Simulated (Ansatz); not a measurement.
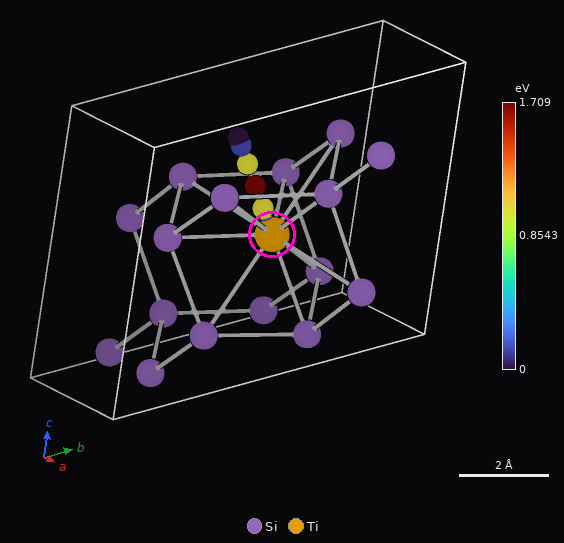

A nudged-elastic-band calculation for Si with an interstitial Ti (17 atoms in the cell). Images are numbered from 0 (start) to 6 (end). The start is drawn whole; smaller spheres mark the moving atoms (Ti) in the later images, joined by lines and coloured by the energy of the image relative to the start. The picture is a ball-and-stick view of the reduced simulation cell (origin moved), seen slightly off an axis. The moving atom is ringed, with any periodic copies. Lengths and directions refer to the drawn axes. Bonds to atoms that aren't drawn are left out.

All numbers below come from DFT PBE-D3(BJ), scalar-relativistic, plane waves, PAW (Ansatz). Settings: plane-wave cutoff 420 eV; k-point mesh 2 × 2 × 2; Gaussian smearing 0.05 eV; 5 movable images; climbing image; force threshold 0.05 eV/Å; iteration limit 47; spring constant 1.0 eV/Å²; starting path by straight interpolation.

### Describe the path and its energy.

The Ti atom travels furthest, 2.35 Å from end to end, along [−1 −1 3], on a straight line. At the highest image its nearest neighbour (Si) is 2.44 Å away, against 2.43 Å at the start, and the surrounding atoms stand up to 0.37 Å off the mean of their end positions. The two ends have the same energy, and the highest point, image 3, lies 1.71 eV above the start. The band converged in 8 iterations, with a climbing image at the top.

Limits of the set-up: the k-point mesh is coarse for a cell with partly filled bands; the periodic images lie only 7.7 Å apart, so the values are limited by the cell's size.

Cost: 7.9 min on 1 thread of Arm Neoverse V1 (shared host), peak memory 0.88 GiB.

PAW datasets: the set soft_1.
